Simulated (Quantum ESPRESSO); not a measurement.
# 2H-WSe2, 2 layers, AA' stacking: a series in the field along the normal, part 3 of 4

What law, if any, do the results for 2H-WSe2, 2 layers, AA' stacking follow against the field along the normal?

Quantum ESPRESSO 7.5; plane-wave DFT, PBE, PseudoDojo fully relativistic norm-conserving pseudopotentials.

So far. Step 2 (Relaxing cell and ions of the reference):  The last row is no step: it is a fresh SCF in the final cell with a new plane-wave basis, +2 meV from the row before.

## (5) Band structure, 0 V/Å

Bands along a path place the edges.

Input file m0.bands.in:

```
&control
  prefix = 'm0.bands'
  outdir = './out'
  pseudo_dir = './pseudo'
  calculation = 'bands'
  tefield = .true.
  dipfield = .true.
/
&system
  ibrav = 0
  nat = 6
  ntyp = 2
  ecutwfc = 78
  ecutrho = 312
  occupations = 'smearing'
  smearing = 'fd'
  degauss = 0.002
  edir = 3
  emaxpos = 0.97
  eopreg = 0.04
  eamp = 0.0
  noncolin = .true.
  lspinorb = .true.
  nbnd = 98
/
&electrons
  conv_thr = 1e-07
  mixing_beta = 0.4
  electron_maxstep = 120
  mixing_mode = 'local-TF'
/
ATOMIC_SPECIES
  Se  78.9710  Se.dojo-fr-pbe-0.4-standard.upf
  W   183.8400  W.dojo-fr-pbe-0.4-standard.upf
CELL_PARAMETERS angstrom
  3.28475748600000 0.00000000000000 0.00000000000000
  -1.64237874300000 2.84468342800000 0.00000000000000
  0.00000000000000 0.00000000000000 27.68069586800000
ATOMIC_POSITIONS crystal
  Se  0.333333333300 0.666666666700 0.322522690500
  W   0.000000000000 0.000000000000 0.383423378800
  Se  0.333333333300 0.666666666700 0.444312815300
  Se  0.000000000000 0.000000000000 0.555687184700
  W   0.333333333300 0.666666666700 0.616576621200
  Se  0.000000000000 0.000000000000 0.677477309500
K_POINTS crystal_b
4
  0.0000000000 0.0000000000 0.0000000000 10
  0.5000000000 0.0000000000 0.0000000000 10
  0.3333333333 0.3333333333 0.0000000000 10
  0.0000000000 0.0000000000 0.0000000000 1
```

Run with:

```
$ cp -r out/m0.scf.save out/m0.bands.save
$ cp out/m0.scf.xml out/m0.bands.xml
$ OMP_NUM_THREADS=1 mpirun -n 16 pw.x -nk 16 -in m0.bands.in > m0.bands.out
```

Log:

```text
[banner, memory and clock lines left out]
Program PWSCF v.7.5 starts

          URL

     Presently no symmetry can be used with electric field

     Atomic positions and unit cell read from directory:
     ./out/m0.bands.save/

     G-vector sticks info

     bravais-lattice index     =            0
     lattice parameter (alat)  =       6.2073  a.u.
     unit-cell volume          =    1745.4638 (a.u.)^3
     number of atoms/cell      =            6
     number of atomic types    =            2
     number of electrons       =        92.00
     number of Kohn-Sham states=           98
     kinetic-energy cutoff     =      78.0000  Ry
     charge density cutoff     =     312.0000  Ry
     Exchange-correlation= PBE
                           (   1   4   3   4   0   0   0)
     Non magnetic calculation with spin-orbit

     celldm(1)=   6.207292  celldm(2)=   0.000000  celldm(3)=   0.000000
     celldm(4)=   0.000000  celldm(5)=   0.000000  celldm(6)=   0.000000

     crystal axes: (cart. coord. in units of alat)
               a(1) = (   1.000000   0.000000   0.000000 )
               a(2) = (  -0.500000   0.866025   0.000000 )
               a(3) = (   0.000000   0.000000   8.427014 )

     reciprocal axes: (cart. coord. in units 2 pi/alat)
               b(1) = (  1.000000  0.577350 -0.000000 )
               b(2) = (  0.000000  1.154701  0.000000 )
               b(3) = (  0.000000 -0.000000  0.118666 )

     PseudoPot. # 1 for Se read from file:
     ./pseudo/Se.dojo-fr-pbe-0.4-standard.upf
     Pseudo is Norm-conserving + core correction, Zval = 16.0
     Generated using ONCVPSP code by D. R. Hamann
     Using radial grid of 1214 points, 10 beta functions with:
                l(1) =   0
                l(2) =   0
                l(3) =   1
                l(4) =   1
                l(5) =   1
                l(6) =   1
                l(7) =   2
                l(8) =   2
                l(9) =   2
               l(10) =   2

     PseudoPot. # 2 for W  read from file:
     ./pseudo/W.dojo-fr-pbe-0.4-standard.upf
     Pseudo is Norm-conserving + core correction, Zval = 14.0
     Generated using ONCVPSP code by D. R. Hamann
     Using radial grid of 1396 points, 14 beta functions with:
                l(1) =   0
                l(2) =   0
                l(3) =   1
                l(4) =   1
                l(5) =   1
                l(6) =   1
                l(7) =   2
                l(8) =   2
                l(9) =   2
               l(10) =   2
               l(11) =   3
               l(12) =   3
               l(13) =   3
               l(14) =   3

     atomic species   valence    mass     pseudopotential
     Se               16.00    78.97100     Se( 1.00)
     W                14.00   183.84000     W ( 1.00)

     No symmetry found

   Cartesian axes

     site n.     atom                  positions (alat units)
         1        Se     tau(   1) = (  -0.0000000   0.5773503   2.7179031  )
         2        W      tau(   2) = (   0.0000000   0.0000000   3.2311140  )
         3        Se     tau(   3) = (  -0.0000000   0.5773503   3.7442301  )
         4        Se     tau(   4) = (   0.0000000   0.0000000   4.6827834  )
         5        W      tau(   5) = (  -0.0000000   0.5773503   5.1958995  )
         6        Se     tau(   6) = (   0.0000000   0.0000000   5.7091105  )

     number of k points=    31  Fermi-Dirac smearing, width (Ry)=  0.0020
                       cart. coord. in units 2pi/alat
        k(    1) = (   0.0000000   0.0000000   0.0000000), wk =   0.0322581
        k(    2) = (   0.0500000   0.0288675   0.0000000), wk =   0.0322581
        k(    3) = (   0.1000000   0.0577350   0.0000000), wk =   0.0322581
        k(    4) = (   0.1500000   0.0866025   0.0000000), wk =   0.0322581
        k(    5) = (   0.2000000   0.1154701   0.0000000), wk =   0.0322581
        k(    6) = (   0.2500000   0.1443376   0.0000000), wk =   0.0322581
        k(    7) = (   0.3000000   0.1732051   0.0000000), wk =   0.0322581
        k(    8) = (   0.3500000   0.2020726   0.0000000), wk =   0.0322581
        k(    9) = (   0.4000000   0.2309401   0.0000000), wk =   0.0322581
        k(   10) = (   0.4500000   0.2598076   0.0000000), wk =   0.0322581
        k(   11) = (   0.5000000   0.2886751   0.0000000), wk =   0.0322581
        k(   12) = (   0.4833333   0.3175426   0.0000000), wk =   0.0322581
        k(   13) = (   0.4666667   0.3464102   0.0000000), wk =   0.0322581
        k(   14) = (   0.4500000   0.3752777   0.0000000), wk =   0.0322581
        k(   15) = (   0.4333333   0.4041452   0.0000000), wk =   0.0322581
        k(   16) = (   0.4166667   0.4330127   0.0000000), wk =   0.0322581
        k(   17) = (   0.4000000   0.4618802   0.0000000), wk =   0.0322581
        k(   18) = (   0.3833333   0.4907477   0.0000000), wk =   0.0322581
        k(   19) = (   0.3666667   0.5196152   0.0000000), wk =   0.0322581
        k(   20) = (   0.3500000   0.5484828   0.0000000), wk =   0.0322581
        k(   21) = (   0.3333333   0.5773503   0.0000000), wk =   0.0322581
        k(   22) = (   0.3000000   0.5196152   0.0000000), wk =   0.0322581
        k(   23) = (   0.2666667   0.4618802   0.0000000), wk =   0.0322581
        k(   24) = (   0.2333333   0.4041452   0.0000000), wk =   0.0322581
        k(   25) = (   0.2000000   0.3464102   0.0000000), wk =   0.0322581
        k(   26) = (   0.1666667   0.2886751   0.0000000), wk =   0.0322581
        k(   27) = (   0.1333333   0.2309401   0.0000000), wk =   0.0322581
        k(   28) = (   0.1000000   0.1732051   0.0000000), wk =   0.0322581
        k(   29) = (   0.0666667   0.1154701   0.0000000), wk =   0.0322581
        k(   30) = (   0.0333333   0.0577350   0.0000000), wk =   0.0322581
        k(   31) = (   0.0000000   0.0000000   0.0000000), wk =   0.0322581

     Dense  grid:   162445 G-vectors     FFT dimensions: (  36,  36, 300)

     The potential is recalculated from file :
     ./out/m0.bands.save/charge-density

     Adding external electric field

     Computed dipole along edir(3) :
        Dipole                0.0000 Ry au,          0.0000 Debye
        Dipole field          0.0000 Ry au,

        Potential amp.       -0.0000 Ry
        Total length         50.2166 bohr

     Starting wfcs are  112 randomized atomic wfcs

     Band Structure Calculation
     Davidson diagonalization with overlap
     c_bands:  1 eigenvalues not converged
     c_bands:  2 eigenvalues not converged

     ethr =  1.09E-10,  avg # of iterations = 93.7

     End of band structure calculation

          k = 0.0000 0.0000 0.0000 ( 20265 PWs)   bands (ev):

   -70.3588 -70.3588 -70.3588 -70.3588 -44.6786 -44.6786 -44.6785 -44.6785
[...]
0.1159   0.1159   0.2948   0.2948   1.2516   1.2516   1.4550   1.4550
     2.8904   2.8904   3.2649   3.2649   5.3363   5.3363   5.6011   5.6011
     6.0984   6.0984

          k = 0.2333 0.4041 0.0000 ( 20279 PWs)   bands (ev):

   -70.3489 -70.3489 -70.3489 -70.3489 -44.6773 -44.6773 -44.6770 -44.6770
   -44.6580 -44.6580 -44.6578 -44.6577 -44.6480 -44.6480 -44.6478 -44.6478
   -44.6232 -44.6232 -44.6231 -44.6231 -43.7899 -43.7899 -43.7889 -43.7889
   -43.7720 -43.7719 -43.7707 -43.7707 -43.7686 -43.7686 -43.7662 -43.7662
   -43.7517 -43.7517 -43.7507 -43.7507 -43.7453 -43.7453 -43.7433 -43.7432
   -43.7263 -43.7263 -43.7255 -43.7254 -41.7899 -41.7899 -41.7827 -41.7827
   -32.1085 -32.1085 -32.0938 -32.0937 -32.0196 -32.0196 -32.0179 -32.0179
    -9.6160  -9.6160  -9.4827  -9.4827  -9.2420  -9.2420  -9.1537  -9.1537
    -2.0494  -2.0494  -1.9893  -1.9893  -1.3810  -1.3810  -1.2629  -1.2629
    -0.8560  -0.8560  -0.6166  -0.6166  -0.1904  -0.1904   0.1437   0.1438
     0.4324   0.4324   0.6265   0.6265   1.5361   1.5361   1.7081   1.7081
     2.7069   2.7070   3.0477   3.0477   5.1297   5.1297   5.6501   5.6501
     6.1657   6.1657

          k = 0.2000 0.3464 0.0000 ( 20299 PWs)   bands (ev):

   -70.3504 -70.3504 -70.3504 -70.3504 -44.6775 -44.6775 -44.6773 -44.6773
   -44.6582 -44.6582 -44.6580 -44.6580 -44.6481 -44.6481 -44.6479 -44.6479
   -44.6233 -44.6232 -44.6232 -44.6232 -43.7903 -43.7903 -43.7893 -43.7893
   -43.7724 -43.7723 -43.7711 -43.7710 -43.7680 -43.7680 -43.7662 -43.7662
   -43.7518 -43.7518 -43.7507 -43.7507 -43.7448 -43.7448 -43.7433 -43.7433
   -43.7265 -43.7265 -43.7255 -43.7255 -41.7832 -41.7832 -41.7779 -41.7779
   -32.0879 -32.0879 -32.0806 -32.0806 -32.0082 -32.0082 -32.0032 -32.0032
    -9.9634  -9.9634  -9.8299  -9.8298  -9.4324  -9.4324  -9.3093  -9.3093
    -1.8333  -1.8333  -1.6872  -1.6872  -1.1698  -1.1698  -0.9231  -0.9231
    -0.8150  -0.8150  -0.6726  -0.6726  -0.1428  -0.1428   0.2603   0.2603
     0.8773   0.8773   1.1477   1.1477   1.8162   1.8163   1.9680   1.9680
     2.6072   2.6072   2.9238   2.9238   4.8896   4.8896   5.4464   5.4464
     6.0467   6.0467

          k = 0.1667 0.2887 0.0000 ( 20317 PWs)   bands (ev):

   -70.3522 -70.3522 -70.3522 -70.3522 -44.6777 -44.6777 -44.6776 -44.6776
   -44.6585 -44.6584 -44.6583 -44.6583 -44.6481 -44.6481 -44.6479 -44.6479
   -44.6234 -44.6233 -44.6233 -44.6232 -43.7908 -43.7908 -43.7898 -43.7898
   -43.7728 -43.7727 -43.7716 -43.7715 -43.7673 -43.7673 -43.7662 -43.7662
   -43.7519 -43.7519 -43.7508 -43.7508 -43.7443 -43.7443 -43.7433 -43.7433
   -43.7267 -43.7266 -43.7256 -43.7256 -41.7753 -41.7753 -41.7718 -41.7718
   -32.0646 -32.0645 -32.0631 -32.0630 -31.9936 -31.9936 -31.9869 -31.9869
   -10.3391 -10.3391 -10.2020 -10.2020  -9.6362  -9.6362  -9.4823  -9.4823
    -1.8646  -1.8646  -1.3493  -1.3493  -1.0782  -1.0782  -1.0443  -1.0443
    -0.3983  -0.3983  -0.1508  -0.1508   0.1431   0.1431   0.4595   0.4595
     1.2692   1.2692   1.5934   1.5934   2.0105   2.0105   2.2211   2.2212
     2.5601   2.5601   2.8256   2.8256   4.8707   4.8707   5.3623   5.3623
     5.8654   5.8654

          k = 0.1333 0.2309 0.0000 ( 20311 PWs)   bands (ev):

   -70.3541 -70.3541 -70.3541 -70.3541 -44.6779 -44.6779 -44.6779 -44.6779
   -44.6587 -44.6587 -44.6586 -44.6586 -44.6482 -44.6482 -44.6480 -44.6480
   -44.6234 -44.6234 -44.6234 -44.6233 -43.7912 -43.7912 -43.7903 -43.7903
   -43.7731 -43.7731 -43.7721 -43.7721 -43.7668 -43.7668 -43.7661 -43.7661
   -43.7520 -43.7520 -43.7509 -43.7509 -43.7438 -43.7438 -43.7433 -43.7432
   -43.7268 -43.7268 -43.7258 -43.7257 -41.7672 -41.7672 -41.7652 -41.7652
   -32.0467 -32.0467 -32.0457 -32.0457 -31.9723 -31.9723 -31.9667 -31.9666
   -10.6995 -10.6995 -10.5584 -10.5584  -9.8316  -9.8316  -9.6519  -9.6519
    -2.2111  -2.2111  -1.6227  -1.6227  -0.6102  -0.6102  -0.5575  -0.5575
    -0.1126  -0.1126   0.3631   0.3631   0.7328   0.7328   0.8534   0.8534
     1.4663   1.4663   1.7424   1.7424   2.1287   2.1288   2.4151   2.4151
     2.6599   2.6599   2.8192   2.8192   5.0751   5.0751   5.4735   5.4735
     5.8179   5.8191

          k = 0.1000 0.1732 0.0000 ( 20319 PWs)   bands (ev):

   -70.3560 -70.3560 -70.3560 -70.3560 -44.6782 -44.6782 -44.6781 -44.6781
   -44.6590 -44.6589 -44.6589 -44.6589 -44.6483 -44.6483 -44.6480 -44.6480
   -44.6235 -44.6234 -44.6234 -44.6234 -43.7916 -43.7916 -43.7908 -43.7908
   -43.7734 -43.7734 -43.7726 -43.7726 -43.7663 -43.7663 -43.7660 -43.7660
   -43.7521 -43.7521 -43.7511 -43.7511 -43.7434 -43.7434 -43.7431 -43.7431
   -43.7269 -43.7269 -43.7260 -43.7259 -41.7597 -41.7596 -41.7588 -41.7587
   -32.0356 -32.0356 -32.0347 -32.0347 -31.9455 -31.9455 -31.9424 -31.9424
   -11.0109 -11.0109 -10.8668 -10.8668 -10.0005 -10.0005  -9.8008  -9.8008
    -2.5737  -2.5737  -1.9761  -1.9761  -0.0264  -0.0264   0.0222   0.0222
     0.1487   0.1487   0.7865   0.7865   1.3304   1.3304   1.4198   1.4198
     1.4361   1.4361   1.6029   1.6029   2.1911   2.1911   2.4941   2.4942
     2.8376   2.8376   3.0715   3.0715   5.4093   5.4093   5.6679   5.6679
     5.8994   5.8994

          k = 0.0667 0.1155 0.0000 ( 20307 PWs)   bands (ev):

   -70.3575 -70.3575 -70.3574 -70.3574 -44.6784 -44.6784 -44.6783 -44.6783
   -44.6591 -44.6591 -44.6591 -44.6591 -44.6484 -44.6484 -44.6481 -44.6481
   -44.6235 -44.6235 -44.6235 -44.6234 -43.7919 -43.7919 -43.7913 -43.7913
   -43.7736 -43.7736 -43.7731 -43.7730 -43.7660 -43.7660 -43.7658 -43.7658
   -43.7520 -43.7520 -43.7513 -43.7513 -43.7431 -43.7430 -43.7430 -43.7429
   -43.7269 -43.7268 -43.7262 -43.7261 -41.7536 -41.7536 -41.7533 -41.7533
   -32.0297 -32.0297 -32.0293 -32.0293 -31.9198 -31.9197 -31.9187 -31.9187
   -11.2490 -11.2490 -11.1034 -11.1034 -10.1300 -10.1300  -9.9160  -9.9160
    -2.8672  -2.8672  -2.2662  -2.2662   0.3301   0.3301   0.5481   0.5481
     0.5948   0.5948   1.1641   1.1641   1.3090   1.3090   1.4136   1.4136
     1.8110   1.8110   1.9120   1.9120   2.2636   2.2636   2.4902   2.4902
     2.9348   2.9348   3.3833   3.3833   5.8528   5.8528   5.9483   5.9483
     6.0700   6.0700

          k = 0.0333 0.0577 0.0000 ( 20293 PWs)   bands (ev):

   -70.3584 -70.3584 -70.3584 -70.3584 -44.6785 -44.6785 -44.6785 -44.6785
   -44.6593 -44.6593 -44.6592 -44.6592 -44.6484 -44.6484 -44.6481 -44.6481
   -44.6236 -44.6235 -44.6235 -44.6235 -43.7920 -43.7920 -43.7917 -43.7917
   -43.7737 -43.7737 -43.7734 -43.7734 -43.7659 -43.7659 -43.7656 -43.7656
   -43.7520 -43.7520 -43.7514 -43.7514 -43.7429 -43.7429 -43.7428 -43.7428
   -43.7268 -43.7267 -43.7264 -43.7264 -41.7498 -41.7497 -41.7497 -41.7497
   -32.0270 -32.0270 -32.0270 -32.0270 -31.9018 -31.9018 -31.9016 -31.9016
   -11.3981 -11.3981 -11.2518 -11.2518 -10.2111 -10.2111  -9.9885  -9.9885
    -3.0555  -3.0555  -2.4538  -2.4538   0.4973   0.4973   0.9388   0.9388
     0.9564   0.9564   1.2108   1.2108   1.2655   1.2655   1.6051   1.6051
     2.0415   2.0415   2.0995   2.0995   2.4171   2.4171   2.4617   2.4617
     2.9648   2.9648   3.5776   3.5776   6.2077   6.2077   6.2335   6.2335
     6.3586   6.3587

          k = 0.0000 0.0000 0.0000 ( 20265 PWs)   bands (ev):

   -70.3588 -70.3588 -70.3588 -70.3588 -44.6786 -44.6786 -44.6785 -44.6785
   -44.6593 -44.6593 -44.6592 -44.6592 -44.6484 -44.6484 -44.6481 -44.6481
   -44.6235 -44.6235 -44.6235 -44.6235 -43.7919 -43.7919 -43.7919 -43.7919
   -43.7736 -43.7736 -43.7736 -43.7736 -43.7658 -43.7658 -43.7655 -43.7655
   -43.7519 -43.7519 -43.7515 -43.7515 -43.7428 -43.7428 -43.7427 -43.7427
   -43.7266 -43.7266 -43.7266 -43.7266 -41.7484 -41.7484 -41.7484 -41.7484
   -32.0263 -32.0263 -32.0263 -32.0263 -31.8954 -31.8954 -31.8954 -31.8954
   -11.4488 -11.4488 -11.3023 -11.3023 -10.2387 -10.2387 -10.0132 -10.0132
    -3.1202  -3.1202  -2.5185  -2.5185   0.5562   0.5562   1.0330   1.0330
     1.0411   1.0411   1.2325   1.2325   1.2931   1.2931   1.8095   1.8095
     2.0402   2.0402   2.1277   2.1277   2.4619   2.4619   2.4940   2.4940
     2.9678   2.9678   3.6362   3.6362   6.2496   6.2496   6.2876   6.2876
     6.4692   6.4692

     XML data file, pseudopotentials, collected wavefunctions

                                        0.00s GPU  (     254 calls)
```

Run time: 4.3 min. Hardware: 16 MPI ranks of Arm Neoverse V1, shared host; peak memory 8 GiB.

Band numbers count within the set of bands kept for display. The electronic bands at the labelled points (eV, zero at the highest filled level of the SCF mesh; v1 is the highest filled band, c1 the lowest empty one):

```
point     v4     v3     v2     v1    c1    c2    c3    c4
    Γ  -0.73  -0.73  -0.06  -0.06  2.55  2.55  2.59  2.59
    M  -1.06  -1.06  -0.97  -0.97  2.14  2.14  2.16  2.16
    K  -0.47  -0.47   0.00   0.00  1.38  1.38  1.44  1.44
    Γ  -0.73  -0.73  -0.06  -0.06  2.55  2.55  2.59  2.59
```

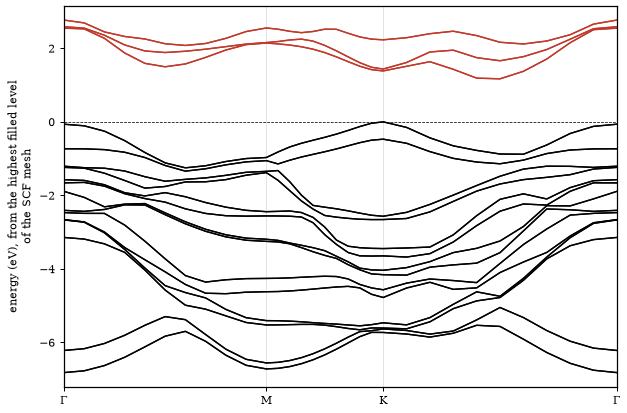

Electronic bands along the path; lines of filled and empty bands in two colours.

Along this path the valence top lies at K and the conduction bottom between K and Γ.

## (6) SCF with pw.x, 0.1 V/Å

Input file m1.scf.in:

```
&control
  prefix = 'm1.scf'
  outdir = './out'
  pseudo_dir = './pseudo'
  calculation = 'scf'
  tprnfor = .true.
  tefield = .true.
  dipfield = .true.
/
&system
  ibrav = 0
  nat = 6
  ntyp = 2
  ecutwfc = 78
  ecutrho = 312
  occupations = 'smearing'
  smearing = 'fd'
  degauss = 0.002
  edir = 3
  emaxpos = 0.97
  eopreg = 0.04
  eamp = 0.00194469
  noncolin = .true.
  lspinorb = .true.
  nbnd = 98
/
&electrons
  conv_thr = 1e-09
  mixing_beta = 0.4
  electron_maxstep = 120
  mixing_mode = 'plain'
  startingpot = 'file'
/
ATOMIC_SPECIES
  Se  78.9710  Se.dojo-fr-pbe-0.4-standard.upf
  W   183.8400  W.dojo-fr-pbe-0.4-standard.upf
CELL_PARAMETERS angstrom
  3.28475748600000 0.00000000000000 0.00000000000000
  -1.64237874300000 2.84468342800000 0.00000000000000
  0.00000000000000 0.00000000000000 27.68069586800000
ATOMIC_POSITIONS crystal
  Se  0.333333333300 0.666666666700 0.322522690500
  W   0.000000000000 0.000000000000 0.383423378800
  Se  0.333333333300 0.666666666700 0.444312815300
  Se  0.000000000000 0.000000000000 0.555687184700
  W   0.333333333300 0.666666666700 0.616576621200
  Se  0.000000000000 0.000000000000 0.677477309500
K_POINTS automatic
  6 6 1 0 0 0
```

Run with:

```
$ cp -r out/m0.scf.save out/m1.scf.save
$ OMP_NUM_THREADS=1 mpirun -n 16 pw.x -nk 2 -in m1.scf.in > m1.scf.out
```

Log:

```text
[banner, memory and clock lines left out]
Program PWSCF v.7.5 starts
[...]
number of electrons       =        92.00
     number of Kohn-Sham states=           98
     kinetic-energy cutoff     =      78.0000  Ry
     charge density cutoff     =     312.0000  Ry
[...]
number of k points=    20  Fermi-Dirac smearing, width (Ry)=  0.0020
[...]
Dense  grid:   162445 G-vectors     FFT dimensions: (  36,  36, 300)
     The initial density is read from file :
[...]
Starting wfcs are  112 randomized atomic wfcs
[...]
estimated scf accuracy    <       0.02512009 Ry
[...]
estimated scf accuracy    <       0.91628809 Ry
[...]
estimated scf accuracy    <       0.00649212 Ry
[...]
estimated scf accuracy    <       0.00163205 Ry
[...]
estimated scf accuracy    <       0.00093240 Ry
[...]
estimated scf accuracy    <       0.00068939 Ry
[...]
estimated scf accuracy    <       0.00039219 Ry
[...]
estimated scf accuracy    <       0.00017089 Ry
[...]
estimated scf accuracy    <       0.00008531 Ry
[...]
estimated scf accuracy    <       0.00001406 Ry
[...]
estimated scf accuracy    <       0.00000832 Ry
[...]
estimated scf accuracy    <       0.00000112 Ry
[...]
estimated scf accuracy    <       0.00000093 Ry
[...]
estimated scf accuracy    <       0.00000005 Ry
[...]
estimated scf accuracy    <       0.00000004 Ry
[...]
estimated scf accuracy    <       0.00000001 Ry
[...]
Computed dipole along edir(3) :
        Dipole                0.1098 Ry au,          0.2790 Debye
        Dipole field          0.0008 Ry au,
        E field amplitude [Ha a.u.]:  1.9447E-03
        Potential amp.        0.1159 Ry
        Total length         50.2166 bohr
[...]
the Fermi energy is     4.2946 ev
!    total energy              =   -1273.94421528 Ry
     estimated scf accuracy    <          2.0E-10 Ry
     smearing contrib. (-TS)   =      -0.00000000 Ry
     internal energy E=F+TS    =   -1273.94421528 Ry
[...]
one-electron contribution =   -9199.02192183 Ry
     hartree contribution      =    4597.26867695 Ry
     xc contribution           =    -260.29071398 Ry
     ewald contribution        =    3588.10008379 Ry
     electric field correction =      -0.00034021 Ry
     convergence has been achieved in  17 iterations
[...]
Total force =     0.009158     Total SCF correction =     0.000124
[...]
```

Elapsed: 5.3 min, on 16 MPI ranks; peak memory 3.2 GiB.

Numbers from this step:

```
free energy                          : -17332.8940 eV
Fermi energy                         : 4.295 eV
dipole along the normal              : 0.05809 e·Å
valence top, on the run's zero       : 3.756 eV
conduction bottom, on the run's zero : 4.868 eV
gap by band count                    : 1.112 eV
```

[end of part 3 of 4]

[Logs are printed without paths, hosts, clocks, repeated set-up lines and the standing remarks that a program may print on its own settings, such as how far it seeks lower states.]

[Hosts, paths, dates, database ids (printed as entryN), source tags and the programs' standing remarks are cut or masked in the printed files.]

[Maps of the electrostatic potential energy from Ansatz leave out the sawtooth potential of an applied field or a dipole correction, so their vacuum need not be flat; planar profiles and work functions include it.]
